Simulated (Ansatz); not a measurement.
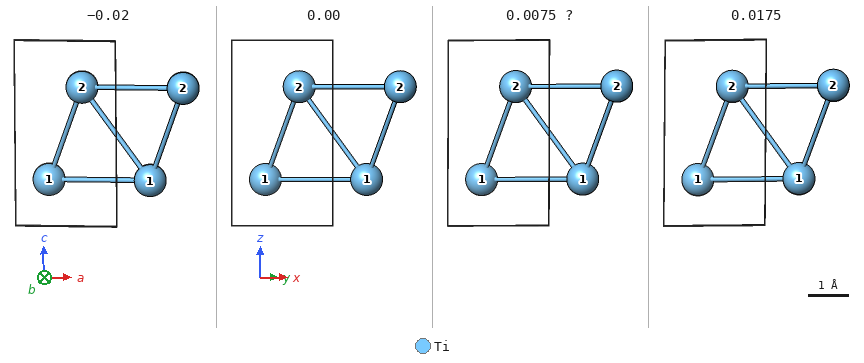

Crystalline Ti (P6_3/mmc): the cell is strained in shear in the xz plane, with the atoms kept at their fractional coordinates. x, y and z are the Cartesian axes of the input. Style: ball-and-stick. Shown: the cell of the calculation, repeated 2 × 2 × 1 with one cell outlined, along the b axis.

Computed with Ansatz, DFT PBE, scalar-relativistic, plane waves, PAW. Settings: plane-wave cutoff 420 eV; k-point mesh 18 × 18 × 10; occupations gaussian; smearing width 0.15 eV; no spin polarisation. Energies (free energies at the smearing named) are counted from the cell as listed in its source, which wasn't relaxed.

```csv
engineering shear strain,E − E(ref) (meV/atom)
−0.0200,0.90
−0.0100,0.23
0.0000,0.00
0.0025,0.01
0.0050,0.06
0.0075,?
0.0125,0.35
0.0150,0.51
0.0175,0.69
```

**One row is withheld. What is its energy?**

A straight line between the two neighbours gives 0.16 meV/atom. A cubic through the four nearest rows (0.0025, 0.0050, 0.0125, 0.0150) gives, with Lagrange weights, (−0.3000)(0.01) + (1.0000)(0.06) + (0.5000)(0.35) + (−0.2000)(0.51) = 0.13 meV/atom. The calculation gives 0.13 meV/atom, so the cubic is right to the digits shown and the straight line 0.03 meV/atom too high, as the curve bends upwards here.

The whole profile:

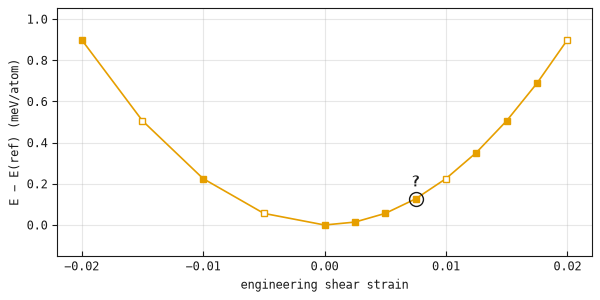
